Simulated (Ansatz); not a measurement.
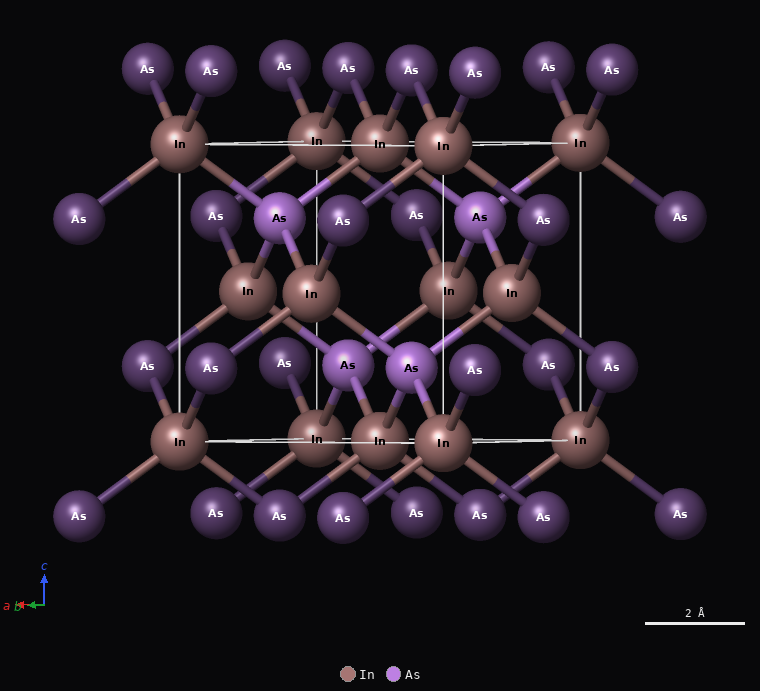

The starting structure (ball-and-stick view of the cell 4 times as large as that of the calculation, set on its symmetry axes, seen at an oblique angle; neighbours outside the cell are drawn fainter). An atom can appear more than once, as a periodic image. Near neighbours in the periodic cell (some may lie outside the picture): In has 4 As at 2.61 Å; As has 4 In at 2.61 Å.

# InAs: geometry relaxation

- system: InAs (F-43m, 2 atoms in the cell)
- method: DFT PBE, scalar-relativistic, plane waves, PAW, no spin polarisation (Ansatz 0.2.0)

The structure derives from an entry of the Crystallography Open Database.

### What the program printed
```
Engine: ansatz 0.2.0, aarch64-unknown-linux-gnu
Pseudopotentials: kind: paw
Pseudopotential: In, paw, valence charge 13, recommended cutoff 420 eV (normal), In.paw.azcp
Pseudopotential: As, paw, valence charge 15, recommended cutoff 420 eV (normal), As.paw.azcp
Functional definition: PBE
  parameter kappa = 0.804
  parameter beta = 0.06672455060314922
  exchange = pbe_x(kappa = kappa, mu = beta*pi^2/3)
  correlation = pbe_c(beta = beta)
Crystal: 2 atoms, lattice volume = 54.978 Å³
Basis set: ecut = 420 eV, 1067 PW (Γ), exchange–correlation on 60×60×60 points (8 copies of the dense FFT grid, shifted against one another)
Bands: 18, of which v1, the nominal top of the filled ones, is band 14 counted from 1 (13 counted from 0)
Symmetry: 24 space group operations
Space group: F-43m (ITA 216), of the structure as read, at distance tolerance 3.8e-5 Å
k-points: 72 of 1728 (time reversal used)
Non-local potential: In, projectors of the file, l = 0: 2, l = 1: 2, l = 2: 2, l = 3: 2
Non-local potential: As, projectors of the file, l = 0: 2, l = 1: 2, l = 2: 3, l = 3: 1
PAW form: soft (Blöchl's): semilocal exchange-correlation on the pseudo side does not see the compensation charge
PAW one-centre angular grid: In, 590 points (default); XC on 64 Gauss nodes
PAW one-centre angular grid: As, 590 points (default); XC on 64 Gauss nodes
Initial density: superposition of atomic densities (neutral atoms: chi_scale 0, normalization atom), corrected by the library's trained network
Initial wavefunctions: pseudopotential atomic-orbital guess
Functional: x = pbe(κ = 0.804, μ = 0.2195149727645171), c = pbe(β = 0.06672455060314922)
SCF iter   1: F=—  HF=-10454.419943 eV  |F-HF|=—  |Δ(HF+E_count)|=         —  Δρ=2.41e-3  dr2=6.91e-3  ethr=1.77e-3  ⟨swp⟩=5.5  Hψ=6251  notcnv=0
preconditioner: auto → none  [insulator: Δε(μ)=0.822 eV  Ē_g=14.776 eV  σ=0.100 eV  W_gap=0.80  n_scr=14 (ndim 8)  ℏωp=21.2 eV  f_vac=0.106  D(μ)=0.03/eV (n_scr^D=0)  ε∞_Penn≈3.1]
SCF iter   2: F=—  HF=-10454.416989 eV  |F-HF|=—  |Δ(HF+E_count)|=   2.95e-3  Δρ=1.03e-3  dr2=6.20e-4  ethr=2.47e-5  ⟨swp⟩=2.0  Hψ=2520  notcnv=0
SCF iter   3: F=—  HF=-10454.416845 eV  |F-HF|=—  |Δ(HF+E_count)|=   1.44e-4  Δρ=3.02e-4  dr2=5.95e-5  ethr=2.21e-6  ⟨swp⟩=2.0  Hψ=1945  notcnv=0
SCF iter   4: F=—  HF=-10454.416880 eV  |F-HF|=—  |Δ(HF+E_count)|=   3.48e-5  Δρ=1.02e-4  dr2=5.82e-6  ethr=2.13e-7  ⟨swp⟩=2.0  Hψ=1584  notcnv=0
SCF iter   5: F=—  HF=-10454.416887 eV  |F-HF|=—  |Δ(HF+E_count)|=   7.74e-6  Δρ=3.17e-5  dr2=5.82e-7  ethr=2.08e-8  ⟨swp⟩=2.0  Hψ=2305  notcnv=0
SCF iter   6: F=-10454.416887 eV  HF=-10454.416887 eV  |F-HF|=9.17e-10  |Δ(HF+E_count)|=   6.41e-8  Δρ=5.70e-6  dr2=1.30e-8  ethr=3.57e-10  ⟨swp⟩=6.2  Hψ=6082  notcnv=0
SCF 1 converged in 6 iterations: F = -10454.416887 eV  dr2 = 1.30e-8
  greatest PAW one-centre occupation: 0.999 electrons in one spin orbital (limit 2), on the As atom at site 1 (counted from 0), in its partial waves of l = 2
relax step   1: F+E_penalty+E_count = -10454.41688723 eV  Δ(F+E_penalty+E_count) = +0.000e0 eV  max|allowed force component| = 1.122e-16 eV/Å  Δτ_max = 0.0000 Å  P = +4.272 GPa  Ω = 54.978 Å³  (6 SCF iters, dr2 threshold 1.00e-7 eV, accepted)
Crystal: 2 atoms, lattice volume = 60.454 Å³
Basis set: ecut = 420 eV, 1243 PW (Γ), exchange–correlation on 60×60×60 points (8 copies of the dense FFT grid, shifted against one another)
Initial density: handed on by an earlier stage of this run
Initial wavefunctions: those handed on with the density
iter 1 solved again at ethr=2.90e-5 eV; its pass at ethr=3.10e-3 eV (dr2=8.11e-3 eV) is discarded
SCF iter   1: F=—  HF=-10454.464118 eV  |F-HF|=—  |Δ(HF+E_count)|=         —  Δρ=2.97e-3  dr2=7.82e-3  ethr=2.90e-5  ⟨swp⟩=2.3  Hψ=8748  notcnv=0
preconditioner: auto → none  [insulator: Δε(μ)=0.566 eV  Ē_g=14.356 eV  σ=0.100 eV  W_gap=0.83  n_scr=14 (ndim 8)  ℏωp=20.3 eV  f_vac=0.132  D(μ)=0.03/eV (n_scr^D=0)  ε∞_Penn≈3.0]
SCF iter   2: F=—  HF=-10454.463811 eV  |F-HF|=—  |Δ(HF+E_count)|=   3.07e-4  Δρ=1.35e-3  dr2=1.05e-3  ethr=2.79e-5  ⟨swp⟩=2.0  Hψ=1570  notcnv=0
SCF iter   3: F=—  HF=-10454.464167 eV  |F-HF|=—  |Δ(HF+E_count)|=   3.57e-4  Δρ=4.78e-4  dr2=1.98e-4  ethr=3.76e-6  ⟨swp⟩=2.0  Hψ=2303  notcnv=0
SCF iter   4: F=—  HF=-10454.464215 eV  |F-HF|=—  |Δ(HF+E_count)|=   4.76e-5  Δρ=1.19e-4  dr2=6.46e-6  ethr=7.06e-7  ⟨swp⟩=2.0  Hψ=2305  notcnv=0
SCF iter   5: F=—  HF=-10454.464224 eV  |F-HF|=—  |Δ(HF+E_count)|=   8.82e-6  Δρ=2.53e-5  dr2=2.85e-7  ethr=2.31e-8  ⟨swp⟩=2.2  Hψ=1661  notcnv=0
SCF iter   6: F=-10454.464224 eV  HF=-10454.464224 eV  |F-HF|=5.28e-9  |Δ(HF+E_count)|=   6.27e-7  Δρ=6.99e-6  dr2=2.77e-8  ethr=7.14e-10  ⟨swp⟩=6.3  Hψ=6163  notcnv=0
SCF 2 converged in 6 iterations: F = -10454.464224 eV  dr2 = 2.77e-8
relax step   2: F+E_penalty+E_count = -10454.46422414 eV  Δ(F+E_penalty+E_count) = -4.734e-2 eV  max|allowed force component| = 7.344e-17 eV/Å  Δτ_max = 0.0000 Å  P = -0.969 GPa  Ω = 60.454 Å³  energy of the carried Pulay correction = -1.141e-3 eV  (6 SCF iters, dr2 threshold 2.00e-7 eV, accepted)
Crystal: 2 atoms, lattice volume = 59.361 Å³
Basis set: ecut = 420 eV, 1211 PW (Γ), exchange–correlation on 60×60×60 points (8 copies of the dense FFT grid, shifted against one another)
iter 1 solved again at ethr=1.02e-6 eV; its pass at ethr=3.10e-3 eV (dr2=2.86e-4 eV) is discarded
SCF iter   1: F=—  HF=-10454.468268 eV  |F-HF|=—  |Δ(HF+E_count)|=         —  Δρ=5.57e-4  dr2=2.59e-4  ethr=1.02e-6  ⟨swp⟩=2.6  Hψ=8008  notcnv=0
preconditioner: auto → none  [insulator: Δε(μ)=0.618 eV  Ē_g=14.427 eV  σ=0.100 eV  W_gap=0.82  n_scr=14 (ndim 8)  ℏωp=20.4 eV  f_vac=0.113  D(μ)=0.03/eV (n_scr^D=0)  ε∞_Penn≈3.0]
SCF iter   2: F=—  HF=-10454.468248 eV  |F-HF|=—  |Δ(HF+E_count)|=   2.01e-5  Δρ=2.50e-4  dr2=3.38e-5  ethr=9.23e-7  ⟨swp⟩=2.0  Hψ=1562  notcnv=0
SCF iter   3: F=—  HF=-10454.468255 eV  |F-HF|=—  |Δ(HF+E_count)|=   6.85e-6  Δρ=8.52e-5  dr2=5.98e-6  ethr=1.21e-7  ⟨swp⟩=2.0  Hψ=2302  notcnv=0
SCF iter   4: F=—  HF=-10454.468256 eV  |F-HF|=—  |Δ(HF+E_count)|=   7.70e-7  Δρ=2.22e-5  dr2=2.06e-7  ethr=2.14e-8  ⟨swp⟩=2.0  Hψ=2305  notcnv=0
SCF iter   5: F=-10454.468256 eV  HF=-10454.468256 eV  |F-HF|=1.32e-8  |Δ(HF+E_count)|=   2.33e-7  Δρ=4.63e-6  dr2=9.21e-9  ethr=7.14e-10  ⟨swp⟩=5.1  Hψ=5544  notcnv=0
SCF 3 converged in 5 iterations: F = -10454.468256 eV  dr2 = 9.21e-9
relax step   3: F+E_penalty+E_count = -10454.46825594 eV  Δ(F+E_penalty+E_count) = -4.032e-3 eV  max|allowed force component| = 5.522e-17 eV/Å  Δτ_max = 0.0000 Å  P = -0.134 GPa  Ω = 59.361 Å³  energy of the carried Pulay correction = -9.223e-4 eV  (5 SCF iters, dr2 threshold 2.00e-7 eV, accepted)
Crystal: 2 atoms, lattice volume = 59.189 Å³
Basis set: ecut = 420 eV, 1139 PW (Γ), exchange–correlation on 60×60×60 points (8 copies of the dense FFT grid, shifted against one another)
iter 1 solved again at ethr=2.81e-8 eV; its pass at ethr=3.10e-3 eV (dr2=7.85e-6 eV) is discarded
SCF iter   1: F=—  HF=-10454.468361 eV  |F-HF|=—  |Δ(HF+E_count)|=         —  Δρ=8.92e-5  dr2=6.77e-6  ethr=2.81e-8  ⟨swp⟩=3.7  Hψ=8038  notcnv=0
preconditioner: auto → none  [insulator: Δε(μ)=0.625 eV  Ē_g=14.439 eV  σ=0.100 eV  W_gap=0.82  n_scr=14 (ndim 8)  ℏωp=20.5 eV  f_vac=0.115  D(μ)=0.03/eV (n_scr^D=0)  ε∞_Penn≈3.0]
SCF iter   2: F=—  HF=-10454.468360 eV  |F-HF|=—  |Δ(HF+E_count)|=   6.21e-7  Δρ=4.08e-5  dr2=9.14e-7  ethr=2.42e-8  ⟨swp⟩=2.0  Hψ=1567  notcnv=0
SCF iter   3: F=—  HF=-10454.468361 eV  |F-HF|=—  |Δ(HF+E_count)|=   3.30e-7  Δρ=1.41e-5  dr2=1.68e-7  ethr=3.26e-9  ⟨swp⟩=2.0  Hψ=2304  notcnv=0
SCF iter   4: F=-10454.468361 eV  HF=-10454.468361 eV  |F-HF|=6.78e-9  |Δ(HF+E_count)|=   3.64e-8  Δρ=3.69e-6  dr2=5.87e-9  ethr=1.61e-10  ⟨swp⟩=5.8  Hψ=5694  notcnv=0
SCF 4 converged in 4 iterations: F = -10454.468361 eV  dr2 = 5.87e-9
relax step   4: F+E_penalty+E_count = -10454.46836069 eV  Δ(F+E_penalty+E_count) = -1.048e-4 eV  max|allowed force component| = 3.354e-17 eV/Å  Δτ_max = 0.0000 Å  P = +0.005 GPa  Ω = 59.189 Å³  energy of the carried Pulay correction = -8.874e-4 eV  (4 SCF iters, dr2 threshold 4.52e-8 eV, accepted)
Initial wavefunctions: pseudopotential atomic-orbital guess (no wavefunctions were taken with the density)
iter 1 solved again at ethr=2.91e-7 eV; its pass at ethr=3.10e-3 eV (dr2=8.15e-5 eV) is discarded
SCF iter   1: F=—  HF=-10454.469193 eV  |F-HF|=—  |Δ(HF+E_count)|=         —  Δρ=1.08e-4  dr2=1.22e-6  ethr=2.91e-7  ⟨swp⟩=2.0  Hψ=9132  notcnv=0
SCF iter   2: F=—  HF=-10454.469210 eV  |F-HF|=—  |Δ(HF+E_count)|=   1.69e-5  Δρ=4.81e-5  dr2=2.61e-7  ethr=4.36e-9  ⟨swp⟩=2.0  Hψ=2136  notcnv=0
SCF iter   3: F=—  HF=-10454.469215 eV  |F-HF|=—  |Δ(HF+E_count)|=   5.05e-6  Δρ=1.43e-5  dr2=1.84e-8  ethr=9.31e-10  ⟨swp⟩=2.0  Hψ=1585  notcnv=0
SCF iter   4: F=—  HF=-10454.469215 eV  |F-HF|=—  |Δ(HF+E_count)|=   4.76e-7  Δρ=1.77e-6  dr2=8.18e-10  ethr=6.56e-11  ⟨swp⟩=2.0  Hψ=1945  notcnv=0
SCF iter   5: F=—  HF=-10454.469215 eV  |F-HF|=—  |Δ(HF+E_count)|=   3.02e-9  Δρ=4.21e-7  dr2=2.09e-10  ethr=2.92e-12  ⟨swp⟩=2.9  Hψ=2280  notcnv=0
SCF iter   6: F=-10454.469215 eV  HF=-10454.469215 eV  |F-HF|=5.46e-12  |Δ(HF+E_count)|=  5.64e-11  Δρ=9.94e-8  dr2=3.44e-12  ethr=1.00e-12  ⟨swp⟩=4.0  Hψ=6140  notcnv=0
SCF 5 converged in 6 iterations: F = -10454.469215 eV  dr2 = 3.44e-12
relax step   5: F+E_penalty+E_count = -10454.46921513 eV  Δ(F+E_penalty+E_count) = -8.544e-4 eV  max|allowed force component| = 4.770e-17 eV/Å  Δτ_max = 0.0000 Å  P = +0.002 GPa  Ω = 59.189 Å³  stress off target by 2.32e-3 GPa  SCF on the basis re-selected at this cell (its energy is not comparable with the rows above)  (6 SCF iters)
```

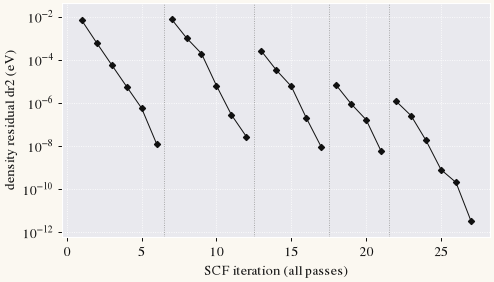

Convergence of the self-consistent field: density residual dr2 against the SCF iteration. The dotted lines part the SCF passes of the relaxation: geometry steps, rejected trials and re-solves on a re-selected basis. The 5 passes take 4 to 6 iterations each, 27 in all.

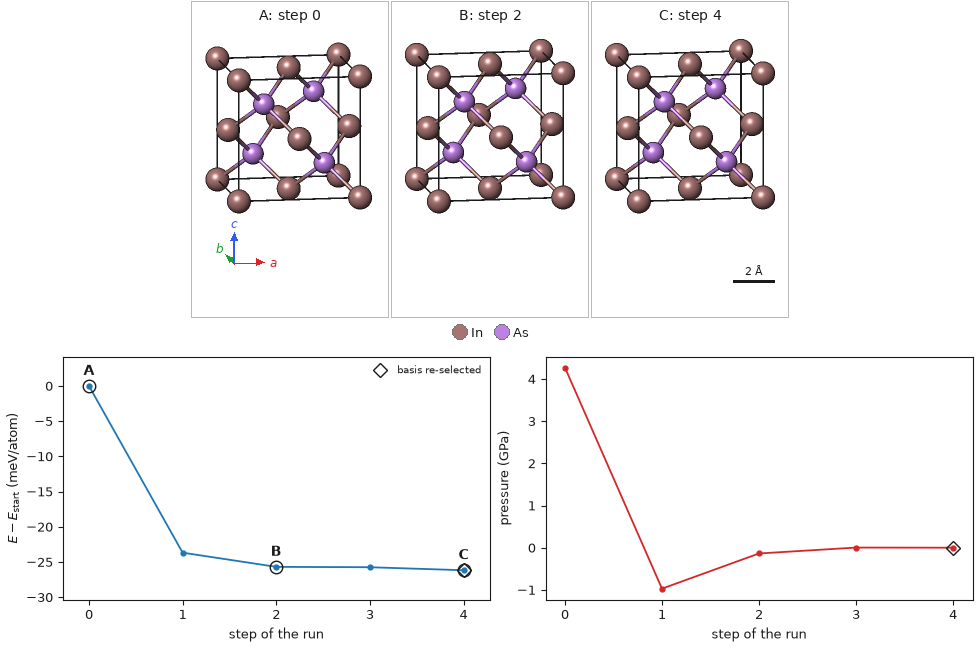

Frames of the relaxation (ball-and-stick view of the cell 4 times as large as that of the calculation, set on its symmetry axes, seen slightly off an axis) above the curves, on which the letters mark them (the first geometry is step 0 here and step 1 in the log).

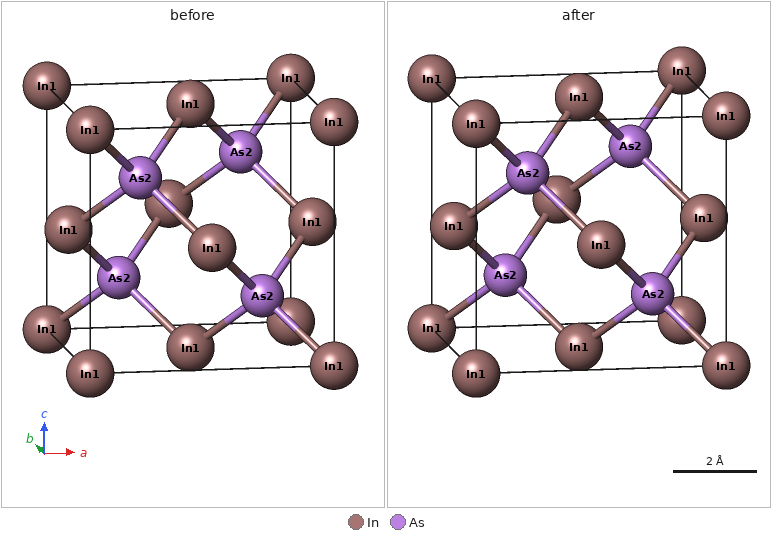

Before (left) and after (right) the relaxation, at one scale (ball-and-stick view of the cell 4 times as large as that of the calculation, set on its symmetry axes, seen slightly off an axis). No atom moves by more than 0.005 Å relative to the cell. The volume changes by +7.7 %, with a = b = c 6.036 → 6.186 Å (+2.5 %). Among the contacts that change: In1–As2 2.614 → 2.679 Å. The space group stays F-43m (No. 216). Over 3 geometry steps the energy falls by 25.7 meV per atom. All forces vanish by symmetry, so only the cell relaxes. Pressure: 4.27 GPa at the start and 0.00 GPa at the end. A last SCF at the same geometry on a re-selected plane-wave basis shifts the energy by −0.4 meV per atom. (Atoms are counted from 1 in the order of the input.)

```
basis re-selected at this cell: Δ(F+E_penalty+E_count) = -8.544e-4 eV, ΔP = -0.003 GPa vs the last step (what re-selecting the basis moved, of the pressure what is left beyond the Pulay correction that the steps carried, after the strain that the cell walked since its last selection, with what the two solves' SCF thresholds leave and, on support functions, any second-order correction that the steps lacked; it is no measure of the basis error at this ecutwfc). This SCF's stress stands 2.32e-3 GPa from its target on what of the cell is left free (relax.cell.stress_tol is 5.00e-2 GPa) and its largest allowed force component is 4.77e-17 eV/Å (relax.f_tol is 5.00e-3 eV/Å): within both
SCF converged after 6 iterations
Free energy (F): -10454.469215 eV
Harris-Foulkes:  -10454.469215 eV  (|F-HF|=5.46e-12)
Internal energy: -10454.469057 eV  (E = F + TS)
E sigma→0 (E₀):  -10454.469136 eV
Entropy (-TS):   -0.000159 eV (-0.079 meV/atom)
Fermi energy:    7.030328 eV
--- Per-component energies (eV) ---
  E_band       = -332.998152
  E_kinetic    = 345.285386
  E_local      = -3365.992286  (includes V_loc(G=0)·N_el)
  E_nonlocal   = -303.383658
  E_hartree    = 1620.464518
  E_xc         = -293.866386
  E_vxc        = -177.700759  (∫ρ·V_xc dr)
  E_paw        = -5990.602446  (= ΣΔE_a)
  E_vpaw       = -72.135884  (= ΣTr[D̂ρ^β])
  E_aug_tail   = 0.000034  (compensation charges beyond the density's cutoff)
  E_ewald      = -2466.374220
  E_smearing   = -0.000159  (= −TS)
  E_closure    = 0.000000  (closes the sum)
  Σ components = -10454.469215   (vs F -10454.469215, Δ=0.00e0)
--- Forces (eV/Å), atoms counted from 1 ---
  atom   1  In     0.00000000    -0.00000000    -0.00000000
  atom   2  As    -0.00000000     0.00000000     0.00000000
  max |Σ_I F_I| component: 8.96e-17 eV/Å
--- Stress (GPa, compression-positive) ---
        0.002321       0.000000       0.000000
        0.000000       0.002321       0.000000
        0.000000       0.000000       0.002321
  P = ⅓ Tr σ = 0.0023 GPa (0.023 kbar)
--- Band table (eV; the first three rows and the last of 72) ---
  k-point 0: bands = ["-27.9382", "-27.9382", "-27.9382", "-27.9322", "-27.9322", "-7.2973", "-7.2973", "-7.2973", "-7.1976", "-7.1976", "-4.4794", "6.4220", "6.9651", "6.9651", "6.9651", "10.8473", "10.8473", "10.8473"]
  k-point 1: bands = ["-27.9382", "-27.9382", "-27.9382", "-27.9322", "-27.9322", "-7.3042", "-7.2952", "-7.2952", "-7.1977", "-7.1977", "-4.4155", "5.5829", "6.8842", "6.8842", "7.5896", "10.8581", "10.9703", "10.9703"]
  k-point 2: bands = ["-27.9382", "-27.9382", "-27.9382", "-27.9322", "-27.9322", "-7.3223", "-7.2897", "-7.2897", "-7.1976", "-7.1976", "-4.2311", "4.4653", "6.6859", "6.6859", "8.0129", "11.1608", "11.2556", "11.2556"]
  k-point 71: bands = ["-27.9382", "-27.9382", "-27.9378", "-27.9322", "-27.9320", "-7.4209", "-7.2582", "-7.2385", "-7.2093", "-7.1908", "-2.7080", "1.5410", "4.2934", "4.3869", "10.8849", "11.2376", "11.7816", "13.0218"]
--- Relaxed structure (4 steps of the walk, 4 accepted, 1 SCFs on fresh bases) ---
  F+E_penalty+E_count = -10454.46921513 eV   max|allowed force component| = 4.770e-17 eV/Å   (the final SCF, on the basis selected at the relaxed cell)
  cell:  # Å, volume = 59.1887 Å³
    - [1.5031347497041988e-33, 3.093163471315092, 3.093163471315092]
    - [3.093163471315092, 2.285274356753672e-32, 3.093163471315092]
    - [3.093163471315092, 3.093163471315092, 1.975093584251153e-32]
  atoms:
    - { symbol: In, position: [1.4092429734443822e-34, 1.9410327747441494e-34, 7.4184677281317475e-34] }
    - { symbol: As, position: [0.25, 0.25, 0.25] }
```

### Trajectory as extended XYZ (Å, eV, eV/Å), 5 frames, from step=1 to step=5
```
2
Lattice="0.0000 3.0180 3.0180 3.0180 0.0000 3.0180 3.0180 3.0180 0.0000" Properties=species:S:1:pos:R:3:forces:R:3 step=1 energy=-10454.41689 pressure_GPa=4.27
In    0.0000    0.0000    0.0000    0.0000   0.0000   0.0000
As    1.5090    1.5090    1.5090    0.0000   0.0000   0.0000
2
Lattice="0.0000 3.1150 3.1150 3.1150 0.0000 3.1150 3.1150 3.1150 0.0000" Properties=species:S:1:pos:R:3:forces:R:3 step=2 energy=-10454.46422 pressure_GPa=-0.97
In    0.0000    0.0000    0.0000    0.0000   0.0000   0.0000
As    1.5575    1.5575    1.5575    0.0000   0.0000   0.0000
2
Lattice="0.0000 3.0962 3.0962 3.0962 0.0000 3.0962 3.0962 3.0962 0.0000" Properties=species:S:1:pos:R:3:forces:R:3 step=3 energy=-10454.46826 pressure_GPa=-0.13
In    0.0000    0.0000    0.0000    0.0000   0.0000   0.0000
As    1.5481    1.5481    1.5481    0.0000   0.0000   0.0000
2
Lattice="0.0000 3.0932 3.0932 3.0932 0.0000 3.0932 3.0932 3.0932 0.0000" Properties=species:S:1:pos:R:3:forces:R:3 step=4 energy=-10454.46836 pressure_GPa=0.01
In    0.0000    0.0000    0.0000    0.0000   0.0000   0.0000
As    1.5466    1.5466    1.5466    0.0000   0.0000   0.0000
2
Lattice="0.0000 3.0932 3.0932 3.0932 0.0000 3.0932 3.0932 3.0932 0.0000" Properties=species:S:1:pos:R:3:forces:R:3 step=5 energy=-10454.46921 pressure_GPa=0.00
In    0.0000    0.0000    0.0000    0.0000   0.0000   0.0000
As    1.5466    1.5466    1.5466    0.0000   0.0000   0.0000
```

The run was set up as follows.

### Input file
```yaml
crystal:
  lattice:
    - [0.0, 3.018, 3.018]
    - [3.018, 0.0, 3.018]
    - [3.018, 3.018, 0.0]
  atoms:
    - { symbol: In, position: [0.0, 0.0, 0.0] }
    - { symbol: As, position: [0.25, 0.25, 0.25] }
basis:
  ecutwfc: 420
kpoints:
  mp_grid: { grid: [12, 12, 12] }
hamiltonian:
  xc: pbe
scf:
  occupations: { method: gaussian, width: 0.1 }
output:
  forces: true
  stress: true
  eigenvalues: true
relax:
  adjacent_minimum: "off"
  f_tol: 0.005
  max_steps: 80
  cell: { stress_tol: 0.05 }
```

Run as:
```bash
ansatz run input.yaml --threads 4 --pin off --max-ram 11264MiB --backend cpu --events-out ev --progress --plain --runs-dir out
```

### Key numbers

| quantity | value |
| --- | --- |
| outcome | converged |
| space group (tolerance 0.01 Å) | F-43m (216) |
| electrons treated | 28 |
| free energy | −10454.4692 eV |
| Fermi energy | 7.030 eV |
| gap on the k-point mesh | none (metallic) |
| pressure | 0.00 GPa |
| final volume | 59.19 Å³ |
| largest force (length of the vector) at the end | under 0.001 eV/Å |
| final cell | a = 4.374 Å, b = 4.374 Å, c = 4.374 Å, α = 60.00°, β = 60.00°, γ = 60.00° |
| hardware | 4 threads of Arm Neoverse V1, 24 GiB of memory available, shared host |
| wall time | 9.4 s (CPU time 35 s) |
| peak memory | 0.44 GiB |
